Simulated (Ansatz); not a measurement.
# TiO2: molecular dynamics

The plan is to ramp the temperature up and watch the lattice. Runs: 490 steps of 1 fs under a Langevin thermostat, set from 300 K to 2000 K by a schedule. The start is the crystal (I4_1/amd), its volume scaled by 1.05.

The COD cell was measured well above room temperature, so it is larger than a cold one.

Program: Ansatz 0.2.0. Level of theory: DFT PBE, plane waves, PAW, scalar-relativistic, no spin polarisation. These are calculated values, not measurements.

**1. Starting point**

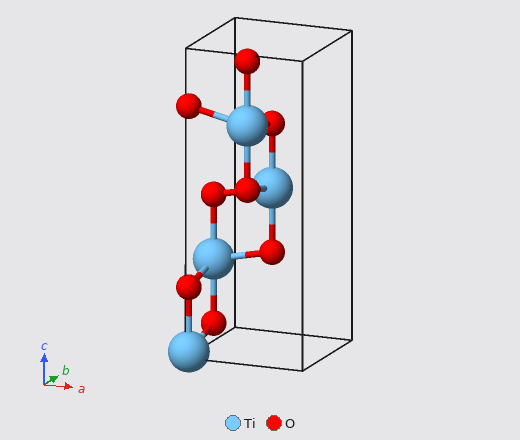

The starting structure, seen slightly off an axis (titanium blue, oxygen red). Each atom of the cell is drawn once.

Coordinates:

```xyz
12
Lattice="3.8664 0.0000 0.0000 0.0000 3.8664 0.0000 0.0000 0.0000 9.7716" Properties=species:S:1:pos:R:3 pbc="T T T"
Ti    0.0000    0.0000    0.0000
Ti    0.0000    1.9332    2.4429
O     0.0000    0.0000    2.0286
O     0.0000    1.9332    4.4715
O     0.0000    1.9332    0.4143
O     0.0000    0.0000    7.7430
Ti    1.9332    1.9332    4.8858
Ti    1.9332    0.0000    7.3287
O     1.9332    1.9332    6.9144
O     1.9332    0.0000    9.3573
O     1.9332    0.0000    5.3001
O     1.9332    1.9332    2.8572
```

**2. The run**

490 steps of 1 fs under a Langevin thermostat, set from 300 K to 2000 K by a schedule.

The input, input.yaml:

```yaml
accuracy: low
crystal:
  lattice:
    - [3.866372, 0.0, 0.0]
    - [0.0, 3.866372, 0.0]
    - [0.0, 0.0, 9.771635]
  atoms:
    - { symbol: Ti, position: [0.0, 0.0, 0.0] }
    - { symbol: Ti, position: [0.0, 0.5, 0.25] }
    - { symbol: O, position: [0.0, 0.0, 0.2076] }
    - { symbol: O, position: [0.0, 0.5, 0.4576] }
    - { symbol: O, position: [0.0, 0.5, 0.0424] }
    - { symbol: O, position: [0.0, 0.0, 0.7924] }
    - { symbol: Ti, position: [0.5, 0.5, 0.5] }
    - { symbol: Ti, position: [0.5, 0.0, 0.75] }
    - { symbol: O, position: [0.5, 0.5, 0.7076] }
    - { symbol: O, position: [0.5, 0.0, 0.9576] }
    - { symbol: O, position: [0.5, 0.0, 0.5424] }
    - { symbol: O, position: [0.5, 0.5, 0.2924] }
basis:
  ecutwfc: 420.0
kpoints:
  mp_grid: { grid: [3, 3, 1] }
hamiltonian:
  xc: pbe
  pseudopotentials: { kind: paw, azcp: { folder: soft_1 } }
scf:
  occupations: { method: fermi_dirac, width: 0.17 }
  lower_state_search: "off"
md:
  timestep: 1
  n_steps: 490
  ensemble: nvt_langevin
  temperature: 300.0
  initial_velocities: maxwell_boltzmann
  seed: 78190
  friction: 0.02
  temperature_schedule: [{ n_steps: 490, end_temperature: 2000.0 }]
```

Launch:

```sh
> ansatz run input.yaml --threads 1 --pin off --max-ram 3072MiB --backend cpu --events-out ev --progress --plain --runs-dir out
```

What it wrote (excerpt; [...] marks lines left out):

```text
Warning: md: disabling space-group detection — thermal motion breaks the input geometry's symmetry, so no spatial operation reduces the k-mesh or symmetrises the density; time reversal is kept, so that k and −k are solved as one point where they differ and the mesh holds both, and exact [...]
Warning: RAYON_NUM_THREADS=1 ignored (pool sized by the plan → 1); use --threads N
band count auto-derived: 62 (N_el = 96.0; filled up to band 48; 60 by the electrons, moments and atoms)
[...]
Pseudopotentials: kind: paw
Pseudopotential: Ti, paw, valence charge 12, recommended cutoff 420 eV (normal), <dir>
Pseudopotential: O, paw, valence charge 6, recommended cutoff 420 eV (normal), <dir>
Functional definition: PBE
[...]
Crystal: 12 atoms, lattice volume = 146.075 Å³
Basis set: ecut = 420 eV, 2913 PW (Γ), exchange–correlation on 54×54×144 points (8 copies of the dense FFT grid, shifted against one another)
Bands: 62, of which v1, the nominal top of the filled ones, is band 48 counted from 1 (47 counted from 0)
Symmetry: 1 space group operations
k-points: 5 of 9 (time reversal used)
[...]
SCF iter   1: F=—  HF=-14555.318481 eV  |F-HF|=—  |Δ(HF+E_count)|=         —  Δρ=5.44e-2  dr2=4.75e0  ethr=3.10e-3  ⟨swp⟩=4.0  Hψ=1006  notcnv=0
[...]
md step     0: t =     0.00 fs  T =   275.0 K (target 300.0 K)  F+E_penalty+E_count = -14554.87668588 eV  E_kin = 0.426558 eV  (9 SCF iters)
[...]
md step     8: t =     8.00 fs  T =   220.1 K (target 326.0 K)  F+E_penalty+E_count = -14554.72766012 eV  E_kin = 0.341460 eV  (6 SCF iters)
[...]
md step    16: t =    16.00 fs  T =   260.2 K (target 353.8 K)  F+E_penalty+E_count = -14554.55699886 eV  E_kin = 0.403578 eV  (7 SCF iters)
[...]
md step    24: t =    24.00 fs  T =   187.8 K (target 381.5 K)  F+E_penalty+E_count = -14554.55097770 eV  E_kin = 0.291261 eV  (7 SCF iters)
[...]
md step    30: t =    30.00 fs  T =   260.8 K (target 402.3 K)  F+E_penalty+E_count = -14554.54674461 eV  E_kin = 0.404536 eV  (9 SCF iters)
md step    31: t =    31.00 fs  T =   245.5 K (target 405.8 K)  F+E_penalty+E_count = -14554.54353599 eV  E_kin = 0.380852 eV  (6 SCF iters)
```

**3. More of the same log: dynamics from the start**

The log, continued (excerpt; [...] marks lines left out):

```text
md step    32: t =    32.00 fs  T =   279.0 K (target 409.3 K)  F+E_penalty+E_count = -14554.53943356 eV  E_kin = 0.432761 eV  (6 SCF iters)
[...]
md step    53: t =    53.00 fs  T =   410.6 K (target 482.1 K)  F+E_penalty+E_count = -14554.64546678 eV  E_kin = 0.636822 eV  (6 SCF iters)
[...]
md step    74: t =    74.00 fs  T =   250.9 K (target 555.0 K)  F+E_penalty+E_count = -14554.27203124 eV  E_kin = 0.389210 eV  (7 SCF iters)
[...]
md step    95: t =    95.00 fs  T =   355.6 K (target 627.9 K)  F+E_penalty+E_count = -14554.11559756 eV  E_kin = 0.551632 eV  (7 SCF iters)
[...]
md step   489: t =   489.00 fs  T =  1561.4 K (target 1994.8 K)  F+E_penalty+E_count = -14552.16053839 eV  E_kin = 2.421966 eV  (8 SCF iters)
[...]
md step   490: t =   490.00 fs  T =  1609.7 K (target 1998.3 K)  F+E_penalty+E_count = -14552.15577542 eV  E_kin = 2.496829 eV  (10 SCF iters)
SCF converged after 10 iterations
Free energy (F): -14552.155775 eV
[...]
E sigma→0 (E₀):  -14552.154088 eV
Entropy (-TS):   -0.003374 eV (-0.281 meV/atom)
Fermi energy:    7.790840 eV
[...]
--- Forces (eV/Å), atoms counted from 1 ---
  atom   1  Ti     1.57070290     0.07912612    -1.93510565
  atom   2  Ti    -1.51060375    -2.37980959     1.20889660
  atom   3  O     -0.10687404    -0.98533264     1.78611375
  atom   4  O      0.28696504    -0.46178063    -1.39040659
  atom   5  O     -0.56308832     3.26719307     0.98319193
  atom   6  O     -1.14392559     0.33717989    -0.18947679
  atom   7  Ti    -0.67145576     0.68190604    -0.31534259
  atom   8  Ti    -1.13951768     0.43703402    -1.17862552
[...]
--- MD trajectory: 490 steps, t = 0.0 → 490.0 fs ---
  final state: T = 1609.7 K   F+E_penalty+E_count = -14552.15577542 eV   E_kin = 2.496829 eV
```

Run time: 40 min. Hardware: 1 thread of Arm Neoverse V1, shared host; peak memory 0.36 GiB.

**4. The trajectory**

The trajectory, every 19 steps (energies from step 0); msd is the mean square displacement from the start, the centre of mass held:

| time (fs) | T (K) | potential energy change (meV/atom) | msd O (Å²) | msd Ti (Å²) |
| --- | --- | --- | --- | --- |
| 0.0 | 275 | 0.0 | 0.000 | 0.000 |
| 19.0 | 207 | 27.8 | 0.009 | 0.003 |
| 38.0 | 264 | 29.2 | 0.010 | 0.011 |
| 57.0 | 341 | 20.8 | 0.009 | 0.022 |
| 76.0 | 305 | 51.6 | 0.016 | 0.031 |
| 95.0 | 356 | 63.4 | 0.025 | 0.034 |
| 114.0 | 531 | 47.7 | 0.021 | 0.023 |
| 133.0 | 737 | 28.4 | 0.024 | 0.011 |
| 152.0 | 562 | 72.4 | 0.040 | 0.026 |
| 171.0 | 858 | 99.5 | 0.062 | 0.052 |
| 190.0 | 810 | 107.9 | 0.057 | 0.080 |
| 209.0 | 712 | 105.2 | 0.063 | 0.080 |
| 228.0 | 1111 | 89.6 | 0.045 | 0.056 |
| 247.0 | 1162 | 75.8 | 0.043 | 0.044 |
| 266.0 | 1024 | 100.6 | 0.061 | 0.028 |
| 285.0 | 785 | 112.0 | 0.047 | 0.033 |
| 304.0 | 1416 | 134.2 | 0.044 | 0.045 |
| 323.0 | 1046 | 191.0 | 0.044 | 0.095 |
| 342.0 | 1775 | 168.1 | 0.101 | 0.073 |
| 361.0 | 1288 | 241.0 | 0.157 | 0.090 |
| 380.0 | 1584 | 167.2 | 0.108 | 0.082 |
| 399.0 | 1737 | 107.7 | 0.075 | 0.060 |
| 418.0 | 1846 | 129.8 | 0.098 | 0.057 |
| 437.0 | 1646 | 157.2 | 0.124 | 0.056 |
| 456.0 | 1847 | 155.1 | 0.095 | 0.069 |
| 475.0 | 1715 | 210.1 | 0.064 | 0.105 |
| 490.0 | 1610 | 226.7 | 0.102 | 0.109 |

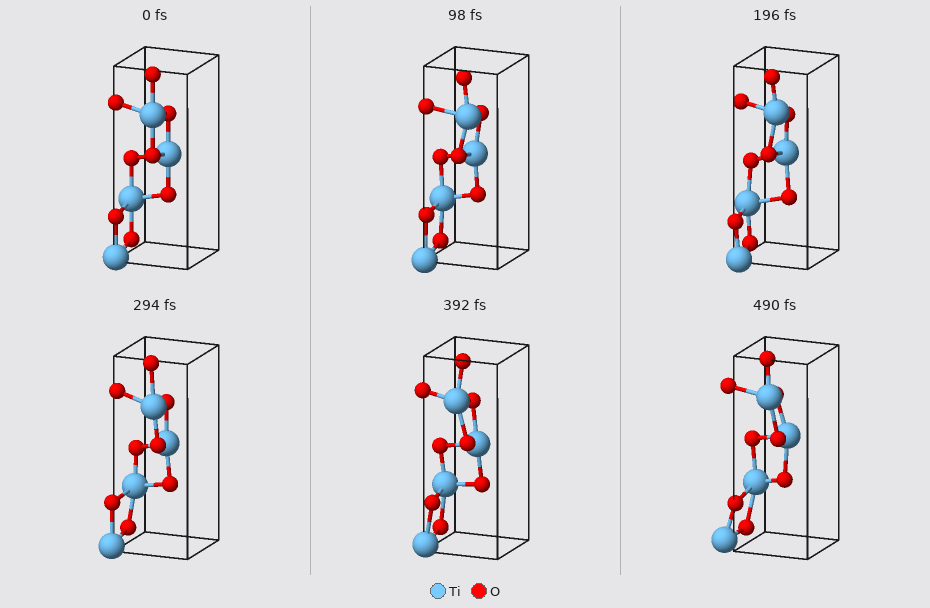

The system at six times, viewed slightly off an axis. Each atom of the cell is drawn once. Atoms are followed across the cell's faces. Sticks are the contacts of the first frame, kept unless stretched by 40 %.

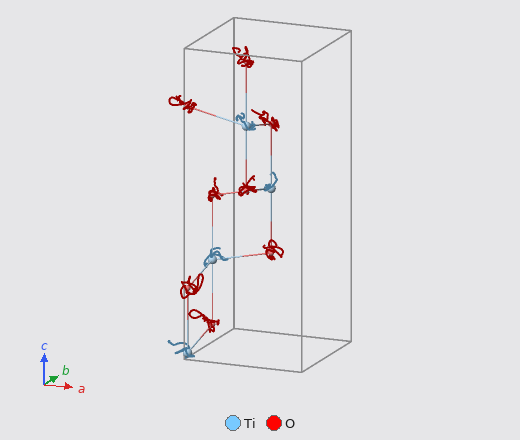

The track of every atom over the whole run, drawn from its starting place (pale balls).

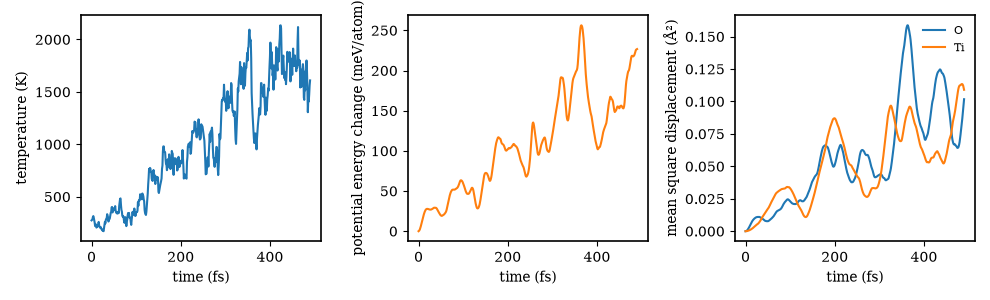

Traces against time; each panel has its own scale.

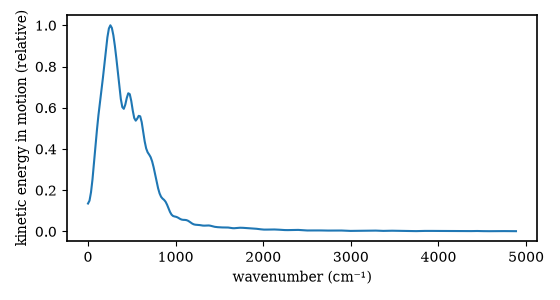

Power spectrum of the mass-weighted velocities; a run of 490 fs resolves no finer than about 140 cm⁻¹.

Maxima of the velocity power spectrum (cm⁻¹, relative height; resolution about 140 cm⁻¹): 260 (100), 460 (67), 580 (56).

**5. Snapshots as a file**

Positions (Å) and forces (eV/Å):

```xyz
12
Lattice="3.866 0.000 0.000 0.000 3.866 0.000 0.000 0.000 9.772" Properties=species:S:1:pos:R:3:forces:R:3 pbc="T T T" time_fs=61.0 T=344 dE=0.2836
Ti   -0.105   -0.015   -0.048    0.551    0.503    0.429
Ti    0.096    1.962    2.437   -0.456   -0.013   -1.385
O    -0.030    0.097    1.975    0.103    0.091    0.186
O    -0.060    1.822    4.359    0.094    0.455    0.891
O    -0.020    2.095    0.345    0.211   -1.154    0.513
O     0.058    0.000    7.716   -0.352   -0.081   -0.628
Ti    1.736    1.867    4.853    0.478    0.139   -0.345
Ti    2.100    0.036    7.236   -0.084    0.054    1.063
O     1.998    1.905    6.823   -0.052    0.682    0.014
O     1.983    0.101    9.331   -0.484    0.087   -0.905
O     1.869    0.049    5.248    0.021   -1.065    0.094
O     1.892    1.968    2.854   -0.032    0.303    0.073
12
Lattice="3.866 0.000 0.000 0.000 3.866 0.000 0.000 0.000 9.772" Properties=species:S:1:pos:R:3:forces:R:3 pbc="T T T" time_fs=122.0 T=327 dE=0.6312
Ti   -0.017    0.003   -0.128    0.507   -0.138    2.018
Ti    0.002    1.946    2.485   -0.075    0.189   -2.457
O    -0.015   -0.028    1.881    0.184    1.152    1.388
O    -0.128    2.058    4.407    0.968   -0.114    1.419
O    -0.059    2.016    0.463    0.517   -0.743   -0.931
O     0.175   -0.041    7.687   -0.444    0.175   -0.694
Ti    1.804    1.972    4.910    0.090    0.270   -1.268
Ti    2.096    0.066    7.216   -0.008    0.032    1.718
O     2.113    1.983    6.862    0.044    0.329   -0.121
O     2.085    0.137    9.284   -0.943   -0.052   -0.965
O     1.800    0.127    5.324   -0.080   -0.723   -0.639
O     1.904    2.011    2.891   -0.760   -0.377    0.533
12
Lattice="3.866 0.000 0.000 0.000 3.866 0.000 0.000 0.000 9.772" Properties=species:S:1:pos:R:3:forces:R:3 pbc="T T T" time_fs=184.0 T=709 dE=1.3720
Ti    0.286   -0.170   -0.037   -2.250   -0.035    0.180
Ti   -0.107    1.701    2.350   -0.015    0.411   -1.652
O    -0.069   -0.219    1.778    0.547    1.631    2.106
O    -0.052    1.921    4.277    0.597   -0.113    1.529
O    -0.015    1.819    0.280    0.499   -1.462    0.386
O     0.074    0.298    7.788   -0.197   -1.015   -0.309
Ti    1.722    2.064    4.930    0.679   -0.355   -0.199
Ti    2.154   -0.025    7.457   -0.449    0.146   -0.614
O     1.929    1.961    6.934    0.368   -0.139   -0.540
O     1.983   -0.447    9.345    1.718    0.882   -1.040
O     1.799   -0.063    5.412    0.175    0.811   -0.716
O     2.022    1.967    2.673   -1.671   -0.761    0.868
12
Lattice="3.866 0.000 0.000 0.000 3.866 0.000 0.000 0.000 9.772" Properties=species:S:1:pos:R:3:forces:R:3 pbc="T T T" time_fs=245.0 T=1062 dE=0.8520
Ti    0.067   -0.278    0.160    0.032    0.392   -1.313
Ti   -0.085    1.704    2.524    0.480   -0.218    0.369
O     0.326   -0.210    2.089   -1.184   -0.203    0.275
O    -0.015    1.797    4.588    0.389    0.331   -1.072
O    -0.188    1.761    0.601   -0.075   -0.633   -0.392
O     0.102   -0.064    7.760   -1.550    0.330    0.367
Ti    1.861    1.861    4.893    0.202   -0.073    1.287
Ti    2.134    0.152    7.359   -0.098   -1.244   -0.357
O     2.088    1.896    6.927   -0.314   -0.063   -0.126
O     1.777   -0.249    9.346    1.903    0.241    0.916
O     2.004   -0.098    5.329   -0.332    0.333    0.128
O     1.940    1.548    2.938    0.546    0.806   -0.081
12
Lattice="3.866 0.000 0.000 0.000 3.866 0.000 0.000 0.000 9.772" Properties=species:S:1:pos:R:3:forces:R:3 pbc="T T T" time_fs=306.0 T=1377 dE=1.6914
Ti   -0.199   -0.318    0.068    1.954    0.348    1.351
Ti    0.280    1.998    2.543   -0.916   -0.653    0.323
O    -0.117   -0.062    2.152    1.321   -2.455    0.056
O     0.106    1.844    4.618    1.533    0.326   -0.499
O     0.021    1.627    0.542    0.364    2.370    0.310
O     0.174   -0.159    8.001   -1.739   -0.674   -1.634
Ti    1.978    1.694    4.978    0.210    0.332   -0.245
Ti    1.985   -0.188    7.421    0.116    0.418   -0.606
O     1.782    1.672    7.105    0.895    1.214   -0.823
O     2.026   -0.054    9.350   -1.069   -0.640    0.886
O     2.277   -0.062    5.318   -0.827   -1.647    1.500
O     2.158    1.648    3.044   -1.842    1.062   -0.619
12
Lattice="3.866 0.000 0.000 0.000 3.866 0.000 0.000 0.000 9.772" Properties=species:S:1:pos:R:3:forces:R:3 pbc="T T T" time_fs=368.0 T=1102 dE=3.0115
Ti   -0.037   -0.164    0.157   -0.215    1.093    0.382
Ti    0.377    1.757    2.566   -0.183    0.801    0.040
O     0.471    0.018    2.487   -0.303   -2.064   -2.419
O     0.344    1.611    4.527   -1.944    0.435    0.424
O     0.132    2.011    0.436   -0.129   -2.307    2.435
O    -0.239   -0.633    8.158    1.589    2.119   -2.433
Ti    1.973    1.478    4.976    3.397    0.253   -0.186
Ti    1.653    0.044    7.622    1.384   -2.981   -0.776
O     1.864    1.622    6.949   -0.811    1.013    1.129
O     1.894    0.112    9.518   -1.070    0.556    0.072
O     2.229   -0.310    5.476   -0.573    0.220    0.329
O     2.378    1.699    2.850   -1.141    0.862    1.005
12
Lattice="3.866 0.000 0.000 0.000 3.866 0.000 0.000 0.000 9.772" Properties=species:S:1:pos:R:3:forces:R:3 pbc="T T T" time_fs=429.0 T=1808 dE=1.9871
Ti   -0.170    0.178    0.234   -1.726   -0.110   -3.271
Ti    0.028    1.774    2.560   -0.450    1.020    2.405
O     0.208    0.010    1.984    0.501   -0.775    2.577
O     0.226    1.811    4.641   -2.408   -0.085    0.037
O    -0.760    1.946    0.664    2.329   -0.279    0.759
O    -0.279   -0.042    8.026    1.801   -0.550    0.014
Ti    2.165    1.829    5.211   -0.027    0.056    0.282
Ti    1.722   -0.202    7.662    0.015   -0.185   -2.357
O     1.910    1.727    7.237   -0.787    1.049   -0.446
O     1.720    0.048    9.465   -1.235    0.001    2.348
O     2.036   -0.166    5.583    0.156   -0.210    0.163
O     1.961    1.800    3.278    1.830    0.067   -2.511
12
Lattice="3.866 0.000 0.000 0.000 3.866 0.000 0.000 0.000 9.772" Properties=species:S:1:pos:R:3:forces:R:3 pbc="T T T" time_fs=490.0 T=1610 dE=2.7209
Ti   -0.556   -0.094    0.337    1.571    0.079   -1.935
Ti    0.068    2.345    2.685   -1.511   -2.380    1.209
O    -0.103    0.195    2.142   -0.107   -0.985    1.786
O    -0.103    2.295    4.858    0.287   -0.462   -1.390
O    -0.215    1.798    0.513   -0.563    3.267    0.983
O    -0.286   -0.253    8.115   -1.144    0.337   -0.190
Ti    1.885    1.947    5.302   -0.671    0.682   -0.315
Ti    1.814   -0.133    7.743   -1.139    0.437   -1.179
O     1.323    1.817    7.338    1.904    1.286   -1.156
O     1.596    0.129    9.573   -0.032   -0.691    0.999
O     2.109    0.258    5.581   -0.626   -1.999    0.676
O     1.712    2.004    3.059    2.032    0.429    0.512
```

**6. Summary of results**

| quantity | value |
| --- | --- |
| length | 490 steps of 1 fs |
| temperature, first and last step | 275 and 1610 K |
| temperature, second half | mean 1472 K, from 707 to 2135 K |
| potential energy, second half | +155 meV/atom from the start |
| mean square displacement, second half | O 0.083, Ti 0.066 Å² |

**Reading.** The set-point goes from 300 to 2000 K in 490 fs, and the last tenth of the run averages 1694 K. Such a rate, of order 10^16 K/s, is far beyond any furnace or quench, and the atoms lag the set-point. Counted from the crystal's sites, with the common drift removed, the atoms stand 0.29 Å away over the last tenth of the run (root mean square), 15 % of the neighbour distance: near the range, 10 to 20 % and a little above, in which crystals usually melt. A run of 490 fs with 12 atoms shows the motion but fixes no equilibrium value. Accuracy level and mesh were kept low to afford the steps.
